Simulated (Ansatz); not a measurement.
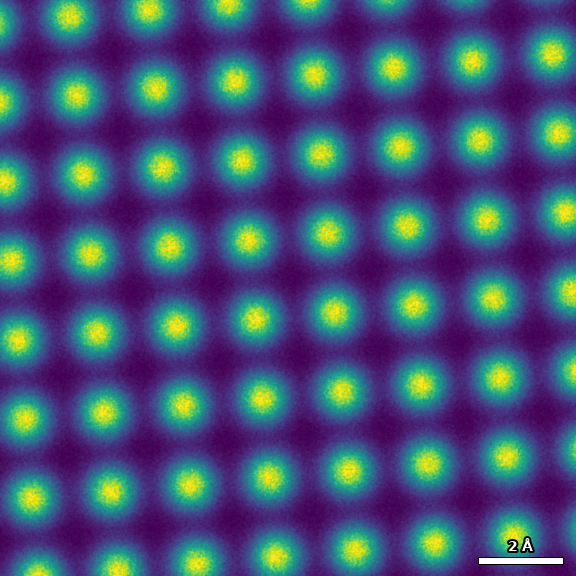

Z-contrast image of a crystal. Simulation: incoherent imaging, intensity Z^1.7 per atom, probe width 0.97 Å, thin sample. Shot noise was added.

What two-dimensional lattice does the image show, and how large is its cell?

The pattern repeats on a square net with a repeat of 1.9 Å.

What is the plane group of the image?

p4mm: fourfold points with mirror lines through them along the axes and the diagonals.

How many columns does the smallest repeating cell hold, and how many levels of brightness?

1 column in the primitive cell of 3.7 Å², all of one brightness.

The crystal is Si (Fm-3m, No. 225) seen along [001]. Structure used: a calculation's starting geometry; the starting structure was generated, so it need not be a known form of this composition.
